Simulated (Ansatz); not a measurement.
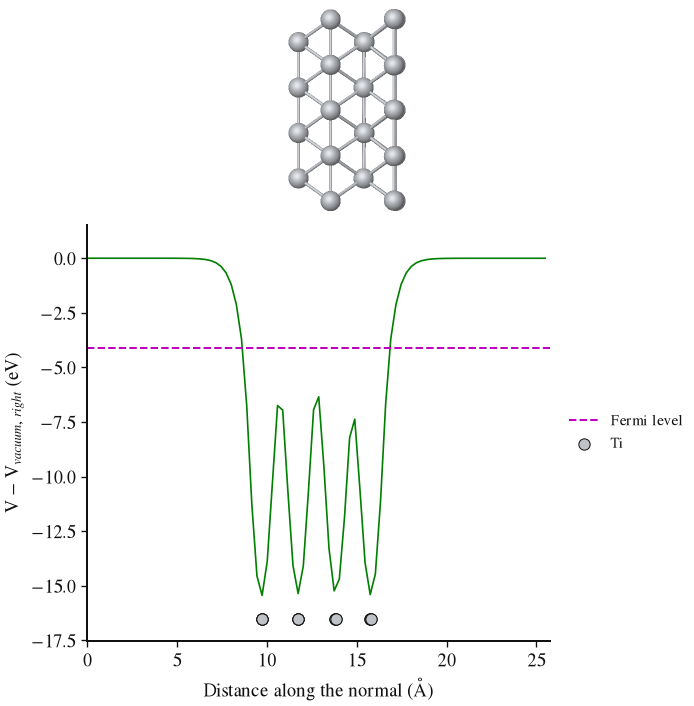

Plane-averaged electrostatic potential energy of an electron across the slab; circles at the bottom mark the heights of the atoms. The structure is drawn too.

System: a (100) slab cut from Ti (Fm-3m), 16 atoms in the cell, the slab at its places in the relaxed adsorbed structure.

```yaml
crystal:
  lattice:
    - [5.71028, 0.00000, 0.00000]
    - [0.00000, 5.71028, 0.00000]
    - [0.00000, 0.00000, 25.77277]
  atoms:
    - { symbol: Ti, position: [0.25000, 0.25000, 0.31041] }
    - { symbol: Ti, position: [0.25000, 0.75000, 0.31041] }
    - { symbol: Ti, position: [0.75000, 0.25000, 0.31041] }
    - { symbol: Ti, position: [0.75000, 0.75000, 0.31041] }
    - { symbol: Ti, position: [0.50000, 0.50000, 0.38874] }
    - { symbol: Ti, position: [0.50000, 0.00000, 0.38874] }
    - { symbol: Ti, position: [0.00000, 0.50000, 0.38874] }
    - { symbol: Ti, position: [0.00000, 0.00000, 0.38874] }
    - { symbol: Ti, position: [0.74846, 0.75003, 0.46914] }
    - { symbol: Ti, position: [0.74886, 0.24986, 0.47127] }
    - { symbol: Ti, position: [0.24994, 0.74993, 0.46916] }
    - { symbol: Ti, position: [0.25258, 0.24992, 0.46997] }
    - { symbol: Ti, position: [0.99976, 0.99422, 0.54307] }
    - { symbol: Ti, position: [0.99962, 0.50568, 0.54303] }
    - { symbol: Ti, position: [0.49726, 0.99890, 0.54702] }
    - { symbol: Ti, position: [0.49720, 0.50136, 0.54689] }
```

Ansatz 0.2.0; DFT PBE+D3(BJ), scalar-relativistic, plane waves, PAW, no spin polarisation, 4×4×1 k mesh, 420 eV cutoff.

Question: Read off the work function of each face.

Answer: The work function is 4.10 eV, the same on both faces. The two vacuum levels agree, so the slab has no net dipole along its normal.

Question: How thick are slab and vacuum?

Answer: The outermost atoms are 6.1 Å apart, which leaves 19.7 Å of vacuum in a cell 25.8 Å high.

The atoms aren't at rest in this cell (largest force 0.6 eV/Å), so the relaxed material can differ.
